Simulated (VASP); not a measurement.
Geometry relaxation, with input and output: CoO (part 2 of 2)

Continued. System: CoO (Fm-3m, 2 atoms in the cell). Method: Kohn-Sham DFT of a periodic cell, PBE with D3(BJ), VASP PAW PBE potentials, recommended, spin-polarised (VASP 6.6.1); cutoff 600 eV, 10×10×10 k-mesh, fermi-dirac of 0.05 eV, collinear spins. The structure derives from an entry of the Crystallography Open Database.

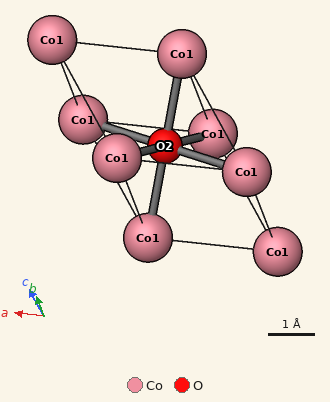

**Figure 1.** The geometry at step 2 of the log (ball-and-stick view of the cell of the calculation, seen at an oblique angle; atoms are numbered from 1 in the order of the input).

Parts of OUTCAR, continued
```
  FORCE on cell =-STRESS in cart. coord.  units (eV):
  Direction    XX          YY          ZZ          XY          YZ          ZX
  --------------------------------------------------------------------------------------
  -------------------------------------------------------------------------------------
  Total      -0.82397    -0.82397    -0.82397    -0.00000    -0.00000     0.00000
  in kB     -68.16141   -68.16141   -68.16141    -0.00000    -0.00000     0.00000
  external pressure =      -68.16 kB  Pullay stress =        0.00 kB

 VOLUME and BASIS-vectors are now :
 -----------------------------------------------------------------------------
  energy-cutoff  :      600.00
  volume of cell :       19.37
      direct lattice vectors                 reciprocal lattice vectors
     0.000000000  2.131500000  2.131500000    -0.234576589  0.234576589  0.234576589
     2.131500000  0.000000000  2.131500000     0.234576589 -0.234576589  0.234576589
     2.131500000  2.131500000  0.000000000     0.234576589  0.234576589 -0.234576589

 POSITION                                       TOTAL-FORCE (eV/Angst)
 -----------------------------------------------------------------------------------
      0.00000      0.00000      0.00000         0.000000     -0.000000      0.000000
      2.13150      2.13150      2.13150         0.000000      0.000000      0.000000
 -----------------------------------------------------------------------------------
    total drift:                                0.000000     -0.000000     -0.000000

  FREE ENERGIE OF THE ION-ELECTRON SYSTEM (eV)
  ---------------------------------------------------
  free  energy   TOTEN  =       -13.5796143182 eV

  energy  without entropy=      -13.5449793280  energy(sigma->0) =      -13.56229682

--------------------------------------- Ionic step        2  -------------------------------------------

 number of electron      14.9999997 magnetization       2.7183964

------------------------ aborting loop because EDIFF is reached ----------------------------------------

 Edisp (eV)   -0.47000

 E8    (eV) :    -0.1789

  FORCE on cell =-STRESS in cart. coord.  units (eV):
  Direction    XX          YY          ZZ          XY          YZ          ZX
  --------------------------------------------------------------------------------------
  -------------------------------------------------------------------------------------
  Total       0.40913     0.40913     0.40913     0.00000    -0.00000     0.00000
  in kB      35.94489    35.94489    35.94489     0.00000    -0.00000     0.00000
  external pressure =       35.94 kB  Pullay stress =        0.00 kB

 VOLUME and BASIS-vectors are now :
 -----------------------------------------------------------------------------
  energy-cutoff  :      600.00
  volume of cell :       18.24
      direct lattice vectors                 reciprocal lattice vectors
    -0.000000000  2.089135650  2.089135650    -0.239333430  0.239333430  0.239333430
     2.089135650 -0.000000000  2.089135650     0.239333430 -0.239333430  0.239333430
     2.089135650  2.089135650 -0.000000000     0.239333430  0.239333430 -0.239333430

 POSITION                                       TOTAL-FORCE (eV/Angst)
 -----------------------------------------------------------------------------------
      2.08914      4.17827      2.08914         0.000000      0.000000     -0.000000
      2.08914      2.08914      2.08914        -0.000000     -0.000000      0.000000
 -----------------------------------------------------------------------------------
    total drift:                               -0.000000     -0.000000      0.000000

  FREE ENERGIE OF THE ION-ELECTRON SYSTEM (eV)
  ---------------------------------------------------
  free  energy   TOTEN  =       -13.5164968284 eV

  energy  without entropy=      -13.4806154931  energy(sigma->0) =      -13.49855616

--------------------------------------- Ionic step        3  -------------------------------------------

 number of electron      14.9999999 magnetization       2.8053685

------------------------ aborting loop because EDIFF is reached ----------------------------------------

 Edisp (eV)   -0.46036

 E8    (eV) :    -0.1752

  FORCE on cell =-STRESS in cart. coord.  units (eV):
  Direction    XX          YY          ZZ          XY          YZ          ZX
  --------------------------------------------------------------------------------------
  -------------------------------------------------------------------------------------
  Total       0.02326     0.02326     0.02326     0.00000     0.00000     0.00000
  in kB       2.00262     2.00262     2.00262     0.00000     0.00000     0.00000
  external pressure =        2.00 kB  Pullay stress =        0.00 kB

 VOLUME and BASIS-vectors are now :
 -----------------------------------------------------------------------------
  energy-cutoff  :      600.00
  volume of cell :       18.61
      direct lattice vectors                 reciprocal lattice vectors
    -0.000000000  2.103191548  2.103191548    -0.237733934  0.237733934  0.237733934
     2.103191548 -0.000000000  2.103191548     0.237733934 -0.237733934  0.237733934
     2.103191548  2.103191548 -0.000000000     0.237733934  0.237733934 -0.237733934

 POSITION                                       TOTAL-FORCE (eV/Angst)
 -----------------------------------------------------------------------------------
      0.00000     -0.00000      0.00000         0.000000      0.000000     -0.000000
      2.10319      2.10319      2.10319        -0.000000     -0.000000      0.000000
 -----------------------------------------------------------------------------------
    total drift:                                0.000000     -0.000000     -0.000000

  FREE ENERGIE OF THE ION-ELECTRON SYSTEM (eV)
  ---------------------------------------------------
  free  energy   TOTEN  =       -13.5209523092 eV

  energy  without entropy=      -13.4860454192  energy(sigma->0) =      -13.50349886

--------------------------------------- Ionic step        4  -------------------------------------------

 number of electron      14.9999999 magnetization       2.8094896

 Free energy of the ion-electron system (eV)
  ---------------------------------------------------
  ext. energy  EPLUGINS =         0.00000000
  ---------------------------------------------------
  free energy    TOTEN  =       -13.06113853 eV

  energy without entropy =      -13.02627146  energy(sigma->0) =      -13.04370500

 E-fermi :   8.4294     XC(G=0): -12.6200     alpha+bet :-14.3461

 val. band max:        8.4270918632   @ k =   0.4000   0.0000   0.0000
 cond. band min:       8.4402439893   @ k =   0.5000   0.3000   0.1000
 fundamental gap:      0.0131521261
 Fermi energy:         8.4293924378

 spin component 1

 k-point     1 :       0.0000    0.0000    0.0000
  band No.  band energies     occupation
      1     -12.1030      1.00000
      2       5.1524      1.00000
      3       5.1524      1.00000
      4       5.1524      1.00000
      5       5.1851      1.00000
      6       5.1851      1.00000
      7       5.3563      1.00000
      8       5.3563      1.00000
      9       5.3563      1.00000
     10       9.6331      0.00000
     11      25.4057      0.00000
     12      26.8688      0.00000

 k-point     2 :       0.1000    0.0000    0.0000
  band No.  band energies     occupation
      1     -11.9934      1.00000
      2       4.1680      1.00000
      3       4.2244      1.00000
      4       4.2244      1.00000
      5       5.4074      1.00000
      6       5.4074      1.00000
      7       5.7153      1.00000
      8       6.1772      1.00000
      9       6.1773      1.00000
     10      10.3131      0.00000
     11      23.6124      0.00000
     12      26.5209      0.00000

 k-point     3 :       0.2000    0.0000    0.0000
  band No.  band energies     occupation
      1     -11.6922      1.00000
      2       2.7085      1.00000
      3       3.3978      1.00000
      4       3.3978      1.00000
      5       5.5998      1.00000
      6       5.5998      1.00000
      7       5.9741      1.00000
      8       7.1218      1.00000
      9       7.1218      1.00000
     10      11.6615      0.00000
     11      21.2461      0.00000
     12      25.2153      0.00000

 k-point     4 :       0.3000    0.0000    0.0000
  band No.  band energies     occupation
      1     -11.2859      1.00000
      2       1.3317      1.00000
      3       2.7614      1.00000
      4       2.7614      1.00000
      5       5.8467      1.00000
      6       5.8468      1.00000
      7       6.2700      1.00000
      8       7.9165      0.99996
      9       7.9165      0.99996
     10      12.8782      0.00000
     11      19.3582      0.00000
     12      23.6579      0.00000

 k-point     5 :       0.4000    0.0000    0.0000
  band No.  band energies     occupation
      1     -10.9220      1.00000
      2       0.3472      1.00000
      3       2.3615      1.00000
      4       2.3615      1.00000
      5       6.0547      1.00000
      6       6.0548      1.00000
      7       6.5654      1.00000
      8       8.4579      0.36142
      9       8.4579      0.36133
     10      13.4916      0.00000
     11      18.3531      0.00000
     12      22.5346      0.00000

 [... the levels of 18 k-points are left out ...]

 k-point    24 :       0.4000    0.3000    0.0000
  band No.  band energies     occupation
      1     -10.9654      1.00000
      2       1.1512      1.00000
      3       3.3244      1.00000
      4       3.5660      1.00000
      5       4.9491      1.00000
      6       5.8106      1.00000
      7       6.5523      1.00000
      8       6.6450      1.00000
      9       6.8210      1.00000
     10      14.7973      0.00000
     11      18.9481      0.00000
     12      20.3114      0.00000

 [... further k-points ...]

 spin component 2

 k-point     1 :       0.0000    0.0000    0.0000
  band No.  band energies     occupation
      1     -11.6373      1.00000
      2       5.6738      1.00000
      3       5.6738      1.00000
      4       5.6738      1.00000
      5       7.2517      1.00000
      6       7.2518      1.00000
      7       7.2518      1.00000
      8       8.4418      0.43834
      9       8.4419      0.43770
     10      10.1527      0.00000
     11      25.3220      0.00000
     12      27.3561      0.00000

 k-point     2 :       0.1000    0.0000    0.0000
  band No.  band energies     occupation
      1     -11.5251      1.00000
      2       4.8313      1.00000
      3       5.3128      1.00000
      4       5.3129      1.00000
      5       7.3811      1.00000
      6       7.3812      1.00000
      7       7.4475      1.00000
      8       8.8149      0.00045
      9       8.8150      0.00045
     10      10.8439      0.00000
     11      23.8736      0.00000
     12      27.0471      0.00000

 k-point     3 :       0.2000    0.0000    0.0000
  band No.  band energies     occupation
      1     -11.2168      1.00000
      2       3.3261      1.00000
      3       4.6479      1.00000
      4       4.6480      1.00000
      5       7.6409      1.00000
      6       7.6409      1.00000
      7       7.7176      1.00000
      8       9.6037      0.00000
      9       9.6038      0.00000
     10      12.2008      0.00000
     11      21.6873      0.00000
     12      25.8238      0.00000

 k-point     4 :       0.3000    0.0000    0.0000
  band No.  band energies     occupation
      1     -10.8000      1.00000
      2       1.9020      1.00000
      3       4.0547      1.00000
      4       4.0548      1.00000
      5       7.9416      0.99994
      6       7.9417      0.99994
      7       8.0586      0.99940
      8      10.4038      0.00000
      9      10.4039      0.00000
     10      13.3702      0.00000
     11      19.9121      0.00000
     12      24.2580      0.00000

 k-point     5 :       0.4000    0.0000    0.0000
  band No.  band energies     occupation
      1     -10.4256      1.00000
      2       0.8847      1.00000
      3       3.6650      1.00000
      4       3.6651      1.00000
      5       8.1900      0.99174
      6       8.1901      0.99173
      7       8.4271      0.51150
      8      10.9910      0.00000
      9      10.9912      0.00000
     10      13.8509      0.00000
     11      19.0353      0.00000
     12      23.0863      0.00000

 [... the levels of 18 k-points are left out ...]

 k-point    24 :       0.4000    0.3000    0.0000
  band No.  band energies     occupation
      1     -10.4468      1.00000
      2       1.7806      1.00000
      3       4.0508      1.00000
      4       4.3385      1.00000
      5       6.6020      1.00000
      6       8.5180      0.14519
      7       8.5698      0.05690
      8       9.1120      0.00000
      9       9.7704      0.00000
     10      15.5909      0.00000
     11      19.5271      0.00000
     12      20.8759      0.00000

 [... further k-points ...]

------------------------ aborting loop because EDIFF is reached ----------------------------------------

 Edisp (eV)   -0.45983

 E8    (eV) :    -0.1750

  FORCE on cell =-STRESS in cart. coord.  units (eV):
  Direction    XX          YY          ZZ          XY          YZ          ZX
  --------------------------------------------------------------------------------------
  -------------------------------------------------------------------------------------
  Total      -0.00098    -0.00098    -0.00098    -0.00000     0.00000     0.00000
  in kB      -0.08453    -0.08453    -0.08453    -0.00000     0.00000     0.00000
  external pressure =       -0.08 kB  Pullay stress =        0.00 kB

 VOLUME and BASIS-vectors are now :
 -----------------------------------------------------------------------------
  energy-cutoff  :      600.00
  volume of cell :       18.63
      direct lattice vectors                 reciprocal lattice vectors
    -0.000000000  2.103968632  2.103968632    -0.237646129  0.237646129  0.237646129
     2.103968632 -0.000000000  2.103968632     0.237646129 -0.237646129  0.237646129
     2.103968632  2.103968632 -0.000000000     0.237646129  0.237646129 -0.237646129

 POSITION                                       TOTAL-FORCE (eV/Angst)
 -----------------------------------------------------------------------------------
      0.00000      0.00000      0.00000         0.000000      0.000000      0.000000
      2.10397      2.10397      2.10397         0.000000      0.000000     -0.000000
 -----------------------------------------------------------------------------------
    total drift:                                0.000000     -0.000000     -0.000000

  FREE ENERGIE OF THE ION-ELECTRON SYSTEM (eV)
  ---------------------------------------------------
  free  energy   TOTEN  =       -13.5209696573 eV

  energy  without entropy=      -13.4861025944  energy(sigma->0) =      -13.50353613

 reached required accuracy - stopping structural energy minimisation

 total charge

# of ion       s       p       d       tot
------------------------------------------
    1        0.304   0.380   7.176   7.860
    2        1.553   3.441   0.000   4.994
--------------------------------------------------
tot          1.857   3.822   7.176  12.854

 magnetization (x)

# of ion       s       p       d       tot
------------------------------------------
    1        0.021   0.019   2.448   2.488
    2        0.030   0.245   0.000   0.274
--------------------------------------------------
tot          0.050   0.264   2.448   2.763
```

CONTCAR
```
CoO
   1.00000000000000
    -0.0000000000000000    2.1039686316721737    2.1039686316721737
     2.1039686316721737   -0.0000000000000000    2.1039686316721737
     2.1039686316721737    2.1039686316721737   -0.0000000000000000
  Co              O
     1     1
Direct
     0.0000000000000000    0.0000000000000000    0.0000000000000000
     0.5000000000000000    0.5000000000000000    0.5000000000000000

  0.00000000E+00  0.00000000E+00  0.00000000E+00
  0.00000000E+00  0.00000000E+00  0.00000000E+00
```

Trajectory as extended XYZ (Å, eV, eV/Å), 4 frames, from step=0 to step=3
```
2
Lattice="0.0000 2.1315 2.1315 2.1315 0.0000 2.1315 2.1315 2.1315 0.0000" Properties=species:S:1:pos:R:3:forces:R:3 step=0 energy=-13.57961
Co    0.0000    0.0000    0.0000    0.0000   0.0000   0.0000
O     2.1315    2.1315    2.1315    0.0000   0.0000   0.0000
2
Lattice="-0.0000 2.0891 2.0891 2.0891 -0.0000 2.0891 2.0891 2.0891 -0.0000" Properties=species:S:1:pos:R:3:forces:R:3 step=1 energy=-13.51650
Co    2.0891    4.1783    2.0891    0.0000   0.0000   0.0000
O     2.0891    2.0891    2.0891    0.0000   0.0000   0.0000
2
Lattice="-0.0000 2.1032 2.1032 2.1032 -0.0000 2.1032 2.1032 2.1032 -0.0000" Properties=species:S:1:pos:R:3:forces:R:3 step=2 energy=-13.52095
Co    0.0000    0.0000    0.0000    0.0000   0.0000   0.0000
O     2.1032    2.1032    2.1032    0.0000   0.0000   0.0000
2
Lattice="-0.0000 2.1040 2.1040 2.1040 -0.0000 2.1040 2.1040 2.1040 -0.0000" Properties=species:S:1:pos:R:3:forces:R:3 step=3 energy=-13.52097
Co    0.0000    0.0000    0.0000    0.0000   0.0000   0.0000
O     2.1040    2.1040    2.1040    0.0000   0.0000   0.0000
```

The run was set up as follows.

INCAR
```
ALGO = Fast
EDIFF = 1E-6
EDIFFG = -0.01
ENCUT = 600
GGA = PE
IBRION = 2
ISIF = 3
ISMEAR = -1
ISPIN = 2
IVDW = 12
LASPH = T
LCHARG = F
LMAXMIX = 4
LORBIT = 11
LREAL = F
LWAVE = F
MAGMOM = 2 0
NELM = 100
NSW = 40
PREC = Accurate
SIGMA = 0.05
```

KPOINTS
```
k-points
0
Gamma
  10 10 10
```

POSCAR
```
CoO
1.0
    0.0000000000      2.1315000000      2.1315000000
    2.1315000000      0.0000000000      2.1315000000
    2.1315000000      2.1315000000      0.0000000000
Co O
1 1
Direct
    0.0000000000      0.0000000000      0.0000000000
    0.5000000000      0.5000000000      0.5000000000
```

Launched with:
```bash
cat potpaw_PBE.64/Co/POTCAR potpaw_PBE.64/O/POTCAR > POTCAR
mpirun -np 1 vasp_std > vasp.out
```

Key numbers

- outcome: converged
- space group (tolerance 0.01 Å): Fm-3m (225)
- electrons treated: 15
- free energy: −13.5210 eV
- dispersion energy: −0.4598 eV
- gap on the k-point mesh: none (metallic)
- net moment of the cell: 2.81 μB
- pressure: −0.01 GPa
- final volume: 18.63 Å³
- largest force (length of the vector) at the end: under 0.001 eV/Å
- final cell: a = 2.975 Å, b = 2.975 Å, c = 2.975 Å, α = 60.00°, β = 60.00°, γ = 60.00°
- hardware: 1 thread of Intel Xeon @ 2.90GHz (Ice Lake), 360 GiB of memory available, shared host
- wall time: 94 s
- peak memory: 0.18 GiB
